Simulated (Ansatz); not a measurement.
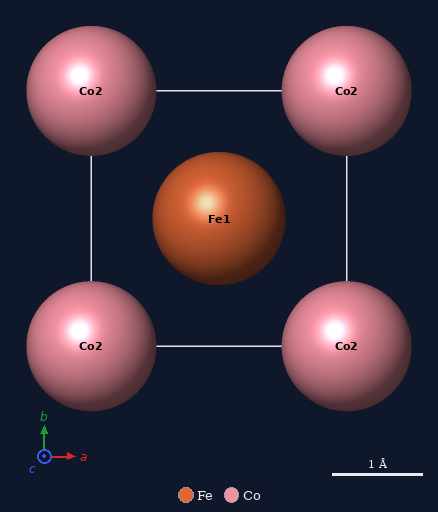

A crystal of FeCo (set up in Pm-3m), before the relaxation. Style: spheres-only. Shown: the cell of the calculation, along the c axis.

All numbers below come from Ansatz 0.2.0, DFT PBE, scalar-relativistic, plane waves, PAW.

Input
```yaml
crystal:
  lattice:
    - [2.857, 0.0, 0.0]
    - [0.0, 2.857, 0.0]
    - [0.0, 0.0, 2.857]
  atoms:
    - { symbol: Fe, position: [0.5, 0.5, 0.5], spin: 3.19 }
    - { symbol: Co, position: [0.0, 0.0, 0.0], spin: 2.09 }
basis:
  ecutwfc: 420
kpoints:
  mp_grid: { grid: [14, 14, 14] }
hamiltonian:
  xc: pbe
scf:
  occupations: { method: gaussian, width: 0.1 }
output:
  forces: true
  stress: true
  eigenvalues: true
  populations: true
  write_density: true
  write_potential: true
  elf: true
  volumetric_format: npy
magnetization:
  spin_polarized: true
relax:
  adjacent_minimum: "off"
  f_tol: 0.005
  max_steps: 80
  cell: { stress_tol: 0.05 }
```

Launched with:
```bash
ansatz run input.yaml --threads 4 --pin off --max-ram 11264MiB --backend cpu --events-out ev --progress --plain --runs-dir out
```

Question: Where does the relaxation end?

Answer: After 2 accepted moves (3 points after the start) the energy has fallen by 2.3 meV per cell of the calculation. All forces vanish by symmetry, so only the cell relaxes. Pressure: −2.45 GPa at the start and 0.02 GPa at the end. At 1 point the geometry stayed and the basis and grid were re-selected for the new cell (energy shift of 0.3 meV per cell of the calculation at most each time). The atoms keep their places relative to the cell (all moves are under 0.005 Å). Cell: a = b = c 2.857 → 2.845 Å (−0.4 %). Volume −1.3 %. Among the contacts that change: Fe1–Co2 2.474 → 2.464 Å. The space group stays Pm-3m (No. 221).
